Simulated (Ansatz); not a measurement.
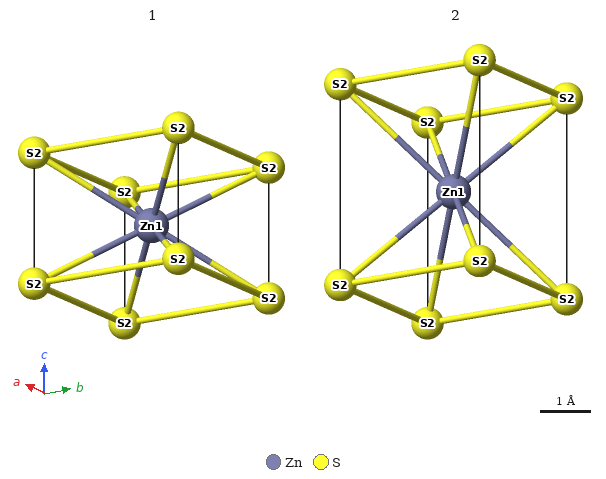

Two geometries of solid ZnS (a generated structure, set up in P4/mmm) (coarse preliminary run), drawn at one scale. One is the start of a relaxation, the other its converged end. The picture is a ball-and-stick view of the cell of the calculation, seen from a free direction.

Computed with DFT PBE, scalar-relativistic, plane waves, PAW (Ansatz). (plane-wave cutoff 420 eV; k-point mesh 6 × 6 × 4; occupations gaussian; smearing width 0.1 eV; no spin polarisation; cell and atoms relaxed; force threshold 0.04 eV/Å; at most 70 steps)

**Which of the two is the end point?**

Structure 1 is the relaxed one. The atoms keep their places relative to the cell (all moves are under 0.005 Å). The drawn cell changes as follows: a = b 3.321 → 3.439 Å (+3.6 %), c 4.222 → 2.752 Å (−34.8 %); the volume changes by −30.1 %. Some distances before and after: S2–S2 4.222 → 2.752 Å, Zn1–S2 3.157 → 2.794 Å, S2–S2 (another image) 3.321 → 3.439 Å. The space group stays P4/mmm (No. 123). After 12 accepted moves (13 points after the start) the energy has fallen by 558 meV per atom. All forces vanish by symmetry, so only the cell relaxes. Pressure: −11.12 GPa at the start and −0.06 GPa at the end. At 1 point the geometry stayed and the basis and grid were re-selected for the new cell (energy shift of 0.7 meV per atom at most each time). Cost: 22 s on 1 thread of Arm Neoverse V2 (shared host), peak memory 0.3 GiB.

Limits of the set-up: the k-point mesh is coarse for a cell with partly filled bands.
